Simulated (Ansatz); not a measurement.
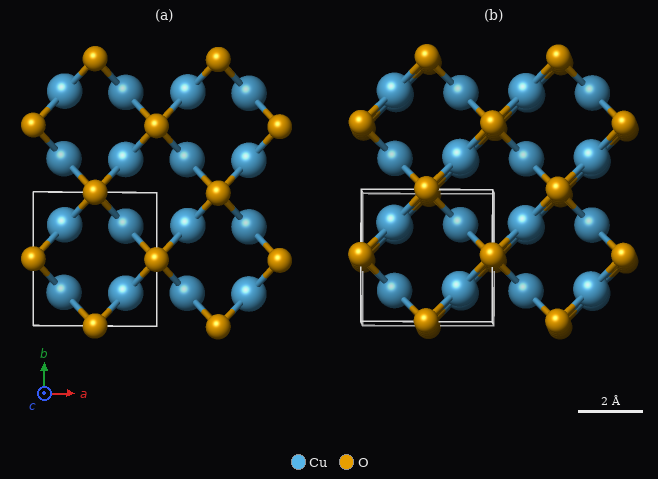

The structure of crystalline CuO (set up in P1) before (left) and after (right) a relaxation, at one scale.

A ball-and-stick model of the cell of the calculation, repeated 2 × 2 × 1 with one cell outlined, seen along the c axis.

Case: cell sheared at random, sigma 0.06, atoms nudged by 0.01 Å; relaxed back.

Level of theory: Ansatz 0.2.0, DFT PBE, scalar-relativistic, plane waves, PAW. Set-up: plane-wave cutoff 420 eV; k-point mesh 8 × 8 × 8; occupations gaussian; smearing width 0.15 eV; no spin polarisation; cell and atoms relaxed; force threshold 0.01 eV/Å; at most 80 steps.

> Summarise the run.

The run was cut off at its time limit before the program reported convergence, but its last step already meets the force threshold: the largest component is 0.00016 eV/Å against 0.01 eV/Å. The pressure is within 0.01 GPa of its target. After 7 accepted moves (9 points after the start) the energy has fallen by 28.6 meV per atom. The largest force component goes from 0.5 to 0.00016 eV/Å. The pressure goes from −2.14 to 0.00 GPa. At 2 points the geometry stayed and the basis and grid were re-selected for the new cell (energy shift of 1.4 meV per atom at most each time). The largest move relative to the cell is that of a Cu atom, 0.030 Å along [−2 −3 1]. Largest moves by element: Cu 0.030 Å, O 0.028 Å. Cell: a 3.898 → 4.159 Å (+6.7 %), b 4.234 → 4.180 Å (−1.3 %), c 5.413 → 5.152 Å (−4.8 %), α 93.0° → 90.0°, β 88.7° → 90.0°, γ 90.5° → 90.0°. Volume +0.4 %. Some distances before and after: Cu–O 2.058 → 1.958 Å, Cu–O 2.034 → 1.958 Å, Cu–O 1.910 → 1.958 Å, Cu–O 1.993 → 1.958 Å. Among the angles between lasting bonds that change: Cu–O–Cu 122.5° → 115.9°, Cu–O–Cu 122.1° → 115.9°, Cu–O–Cu 92.2° → 97.7°. Within 0.06 Å the space group is P-1 at the start and P4_2/mmc at the end; at a tighter tolerance small leftover displacements or strains of the cell lower it.
